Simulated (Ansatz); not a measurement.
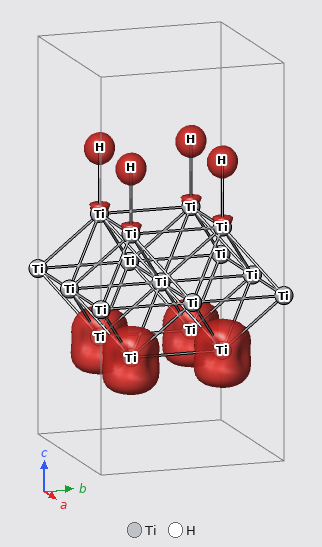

Figure 1: Ti$_{3}$H (slab). Isosurface of the spin density (up minus down) at +0.04 e/Å³ (red), seen slightly off an axis. Sticks mark near contacts.

A point of a scan over the structure, not its minimum; not relaxed (largest force 1.6 eV/Å); the SCF solution may not be the lowest one; PAW files of the earlier set (soft_1); spin-polarised.

The calculation used DFT PBE, scalar-relativistic, plane waves, PAW (Ansatz 0.2.0).

In a PAW calculation such maps are meaningful between the atoms, not at the nuclei.

Where is the spin, and how is it ordered?

The spin density sits on Ti: +0.5 μB in one cell of 4 atoms, with smaller moments on other sites: H (up to +0.08 μB): with much of the spin spread outside that site. The cell of the calculation (4 atoms) carries 0.9 μB of net spin moment.
